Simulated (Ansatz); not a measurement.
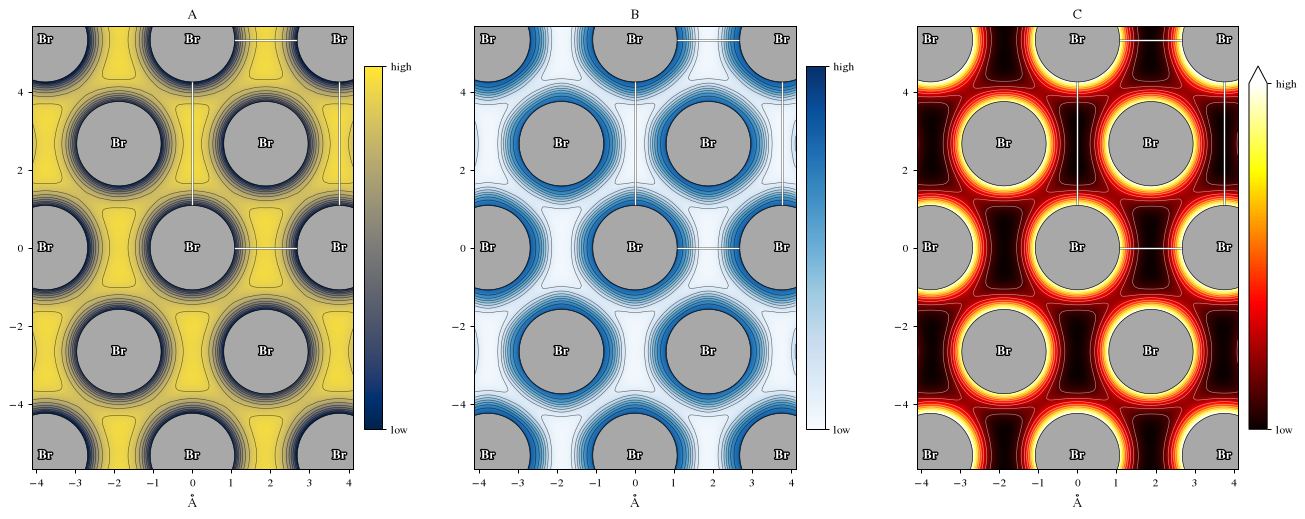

Br: 3 fields on the (110) plane of the conventional cell, with unlabelled colour scales. Grey discs cover the atomic cores.

Space group Im-3m; a generated structure, not necessarily the stable one; computed without spin polarisation; PAW files of the earlier set (soft_1).

Method: DFT, PBE, PAW with Ansatz's earlier generated frozen-core files (soft_1), scalar-relativistic (Ansatz 0.2.0).

```cif
data_structure
_symmetry_space_group_name_H-M 'P 1'
_symmetry_Int_Tables_number 1
_cell_length_a 3.7661
_cell_length_b 3.7661
_cell_length_c 3.7661
_cell_angle_alpha 90.000
_cell_angle_beta 90.000
_cell_angle_gamma 90.000
_cell_volume 53.42
loop_
_atom_site_label
_atom_site_type_symbol
_atom_site_fract_x
_atom_site_fract_y
_atom_site_fract_z
_atom_site_occupancy
Br1 Br 0.00000 0.00000 0.00000 1
Br2 Br 0.50000 0.50000 0.50000 1
```

Question: The panels show electron localisation function, electrostatic potential energy of an electron and valence pseudo-density in some order. Assign them.

Answer: Panel A: electrostatic potential energy of an electron (low next to the atoms, rising into the space between them). Panel B: electron localisation function. Panel C: valence pseudo-density. From the grid: Br–Br (3.26 Å): ρ is about 0.12 e/Å³ halfway; the ELF is about 0.15 at the midpoint (no localised pair shows between them).
